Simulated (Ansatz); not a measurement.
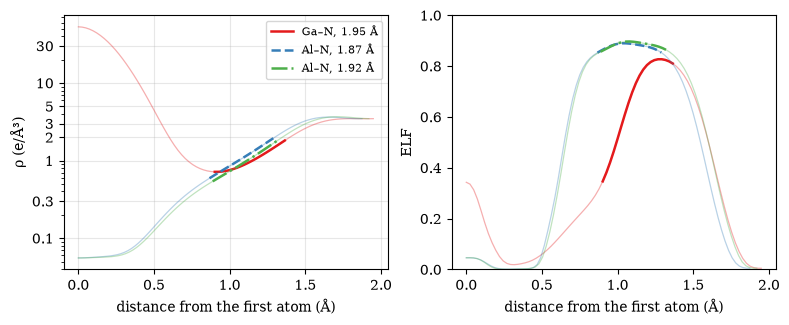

The picture shows: Al3GaN4. Valence pseudo-density and electron localisation function along straight lines between neighbouring atoms. Thin, pale parts lie inside the atomic spheres.

Space group P-4; a structure from a database of computed crystals, not necessarily the ambient phase; not relaxed (largest force 1.4 eV/Å).

The calculation used DFT r2SCAN, scalar-relativistic, plane waves, PAW in Ansatz 0.2.0.

Core electrons are frozen (PAW), and the valence fields are smoothed inside the atomic spheres.

```
Al Ga N
1.0
     4.40124    0.00000    0.00000
     0.00000    0.00000   -4.40124
     0.00000    4.40124    0.00000
Al Ga N
3 1 4
Direct
  0.50000 0.00000 0.52727
  0.50000 0.50000 0.00000
  0.00000 0.50000 0.47273
  0.00000 0.00000 0.00000
  0.75331 0.73561 0.74446
  0.73561 0.24669 0.25554
  0.24669 0.26439 0.74446
  0.26439 0.75331 0.25554
```

Q: What can be read from the curves?

A: Ga–N (1.95 Å): ρ at the midpoint is about 0.74 e/Å³; the ELF peaks at about 0.85 in the valence shell of N, 0.7 Å from its nucleus, and is about 0.45 at the midpoint.
Al–N (1.87 Å): ρ at the midpoint is about 0.72 e/Å³; the ELF peaks at about 0.90 between the atoms, as expected for a polar covalent bond.
Al–N (1.92 Å): ρ is about 0.66 e/Å³ halfway; the ELF peaks at about 0.90 between the atoms: a shared but strongly polarised pair.
